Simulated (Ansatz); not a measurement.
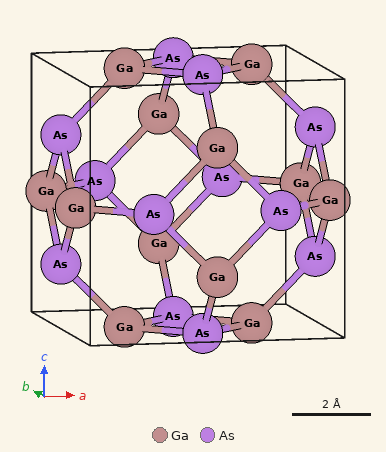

A crystal of GaAs (a generated structure, set up in Pm-3n) (coarse preliminary run), before the relaxation. Style: ball-and-stick. Shown: the cell of the calculation, slightly off an axis.

Computed with Ansatz 0.2.0, DFT PBE, scalar-relativistic, plane waves, PAW.

Input
```yaml
crystal:
  lattice:
    - [6.74325311, 0.0, 0.0]
    - [0.0, 6.74325311, 0.0]
    - [0.0, 0.0, 6.74325311]
  atoms:
    - { symbol: Ga, position: [0.5, 0.0, 0.75] }
    - { symbol: Ga, position: [0.75, 0.5, 0.0] }
    - { symbol: Ga, position: [0.0, 0.75, 0.5] }
    - { symbol: Ga, position: [0.5, 0.0, 0.25] }
    - { symbol: Ga, position: [0.25, 0.5, 0.0] }
    - { symbol: Ga, position: [0.0, 0.25, 0.5] }
    - { symbol: As, position: [0.0, 0.5, 0.75] }
    - { symbol: As, position: [0.75, 0.0, 0.5] }
    - { symbol: As, position: [0.5, 0.75, 0.0] }
    - { symbol: As, position: [0.0, 0.5, 0.25] }
    - { symbol: As, position: [0.25, 0.0, 0.5] }
    - { symbol: As, position: [0.5, 0.25, 0.0] }
basis:
  ecutwfc: 420
kpoints:
  mp_grid: { grid: [4, 4, 4] }
hamiltonian:
  xc: pbe
scf:
  occupations: { method: gaussian, width: 0.1 }
  lower_state_search: "off"
output:
  forces: true
  stress: true
  eigenvalues: true
relax:
  adjacent_minimum: "off"
  f_tol: 0.04
  max_steps: 70
  cell: { stress_tol: 0.4 }
```

Launched with:
```bash
ansatz run input.yaml --threads 1 --pin off --max-ram 2560MiB --backend cpu --events-out ev --progress --plain --runs-dir out
```

### What does the optimiser find from here?

After 3 accepted moves (4 points after the start) the energy has fallen by 1.280 eV per cell of the calculation. All forces vanish by symmetry, so only the cell relaxes. Pressure: 9.64 GPa at the start and 0.04 GPa at the end. The SCF was repeated once at an unchanged geometry on a basis and grid sized afresh for the cell, which shifted the energy by 12.2 meV per cell of the calculation at most. No atom moves by more than 0.005 Å relative to the cell. Cell: a = b = c 6.743 → 7.085 Å (+5.1 %). Volume +16.0 %. Some distances before and after: Ga1–As11 2.384 → 2.505 Å. The space group stays Pm-3n (No. 223). The run took 3.8 min on 1 thread of Intel(R) Xeon(R) Processor @ 2.50GHz (Skylake/Cascade Lake), with other jobs on the host, peak memory 0.75 GiB.

The structure at the end:

```
CELL_PARAMETERS angstrom
7.08473 0.00000 0.00000
0.00000 7.08473 0.00000
0.00000 0.00000 7.08473
ATOMIC_POSITIONS crystal
Ga 0.50000 0.00000 0.75000
Ga 0.75000 0.50000 0.00000
Ga 0.00000 0.75000 0.50000
Ga 0.50000 0.00000 0.25000
Ga 0.25000 0.50000 0.00000
Ga 0.00000 0.25000 0.50000
As 0.00000 0.50000 0.75000
As 0.75000 0.00000 0.50000
As 0.50000 0.75000 0.00000
As 0.00000 0.50000 0.25000
As 0.25000 0.00000 0.50000
As 0.50000 0.25000 0.00000
```

After the run, drawn alike:

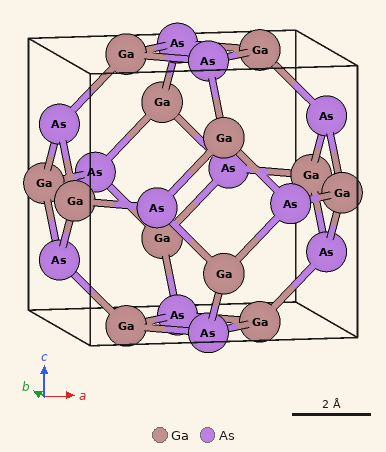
